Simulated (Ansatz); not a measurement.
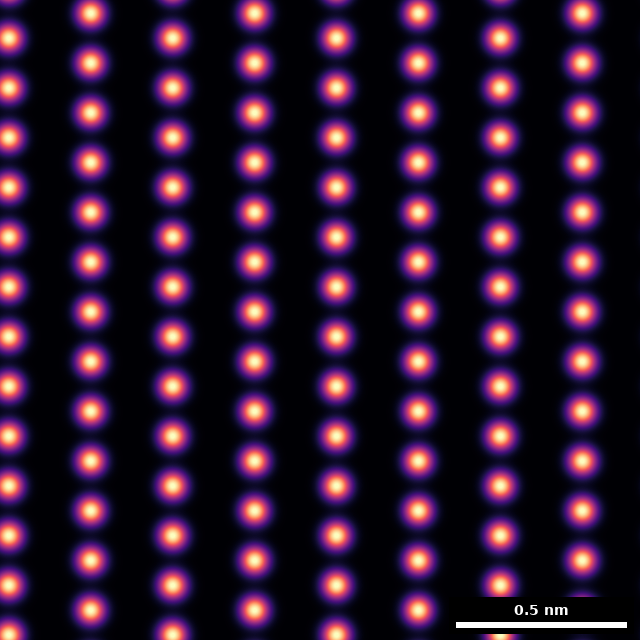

HAADF-like image of Ca. Simulated incoherent Z contrast: every atom adds Z^1.8 spread by a probe of 0.67 Å full width; channelling and multiple scattering are left out.

> What two-dimensional lattice does the image show, and how large is its cell?

The pattern repeats on a centred rectangular net of 1.5 × 4.8 Å.

> Which plane group does this projection have?

c2mm: perpendicular mirror lines on a centred net, with further twofold points between them.

> How many columns does the smallest repeating cell hold, and how many levels of brightness?

1 column in the primitive cell of 3.5 Å², all of one brightness.

The crystal is Ca (I4_1/amd, No. 141) seen along [112]. Atomic positions: the end point of a relaxation with DFT PBE, scalar-relativistic, plane waves, PAW (Ansatz 0.2.0); the starting structure was generated, so it need not be a known form of this composition.
